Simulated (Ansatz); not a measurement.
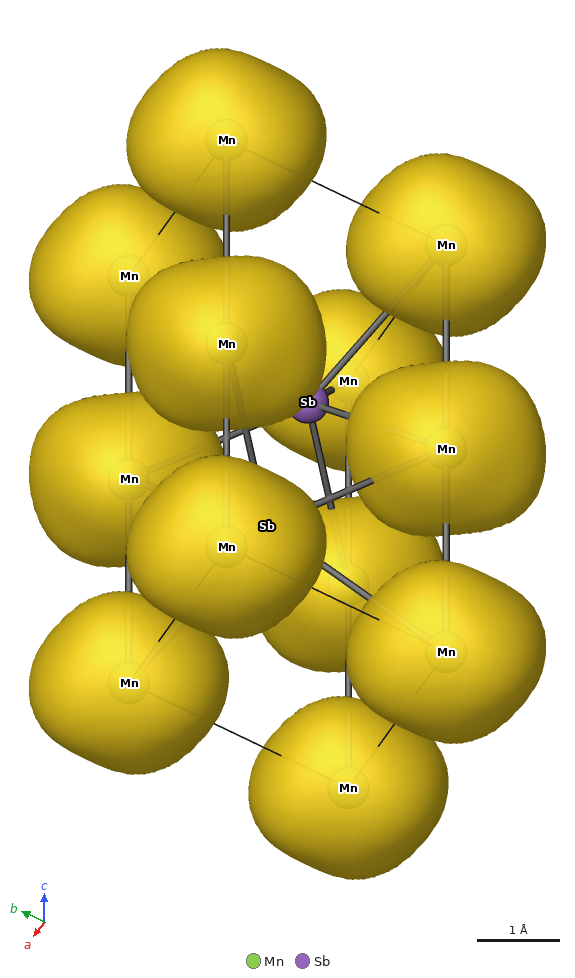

Figure. MnSb. Isosurface of the magnetisation density (up minus down) at +0.05 e/Å³ (yellow), seen at an oblique angle. Sticks mark near contacts.

Space group P6₃/mmc; computed pressure about −2 GPa in this cell; spin-polarised.

Computed with DFT, PBEsol, PAW with Ansatz's default frozen-core files, scalar-relativistic in Ansatz 0.2.0.

Core electrons are frozen (PAW), and the valence fields are smoothed inside the atomic spheres.

### Describe the spin distribution.

The spin density sits on Mn: +3.0 μB (×2) in one cell of 4 atoms, with smaller moments on other sites: Sb (up to −0.10 μB): parallel main moments (a ferromagnetic arrangement) in this solution. The cell of the calculation (4 atoms) carries 6.0 μB of net spin moment.
